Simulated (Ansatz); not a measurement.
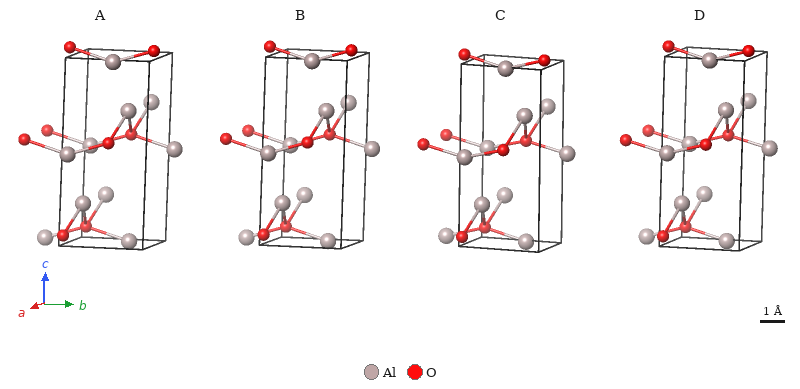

4 geometries from one relaxation of a crystal of Al2O (a generated structure, set up in P1) (coarse preliminary run), in shuffled order. A ball-and-stick model of the cell of the calculation, seen slightly off an axis.

Computed with DFT PBE, scalar-relativistic, plane waves, PAW in Ansatz 0.2.0. Settings: plane-wave cutoff 420 eV; k-point mesh 6 × 6 × 2; occupations gaussian; smearing width 0.1 eV; no spin polarisation; cell and atoms relaxed; force threshold 0.04 eV/Å; at most 70 steps.

Question: Put them in the order of the run, from the start to the converged end.

Answer: C, D, A, B. They are steps 0, 1, 2, 7, at +43.0 meV per atom, +19.6 meV per atom, +14.4 meV per atom relative to the last. The largest move relative to the cell is that of an Al atom, 0.13 Å along [3 2 0]. By element the largest moves are Al 0.13 Å, O 0.12 Å. Cell: a 2.886 → 2.854 Å (−1.1 %), b 3.674 → 3.760 Å (+2.3 %), c 7.968 → 8.250 Å (+3.5 %), α 91.1° → 87.9°, β 92.3° → 90.1°, γ 90.7° → 90.0°. Volume +4.8 %. Near-neighbour distances that change, for instance: Al–O 2.113 → 1.912 Å, Al–O 1.929 → 2.023 Å, Al–O 1.978 → 1.912 Å, Al–O 1.848 → 1.911 Å. Among the angles between lasting bonds that change: Al–O–Al 151.6° → 147.2°, O–Al–O 151.6° → 147.2°, Al–O–Al 107.1° → 111.4°. The space group stays P1 (No. 1). The energy falls by 43.0 meV per atom in 5 accepted moves (7 points after the start). The largest force component goes from 0.63 to 0.0059 eV/Å. Pressure: 4.22 GPa at the start and 0.05 GPa at the end. The SCF was repeated twice at an unchanged geometry on a basis and grid sized afresh for the cell, which shifted the energy by 2.5 meV per atom at most. The run took 53 s on 1 thread of Arm Neoverse V1, with other jobs on the host, peak memory 0.36 GiB.

Limits of the set-up: the k-point mesh is coarse for a cell with partly filled bands.
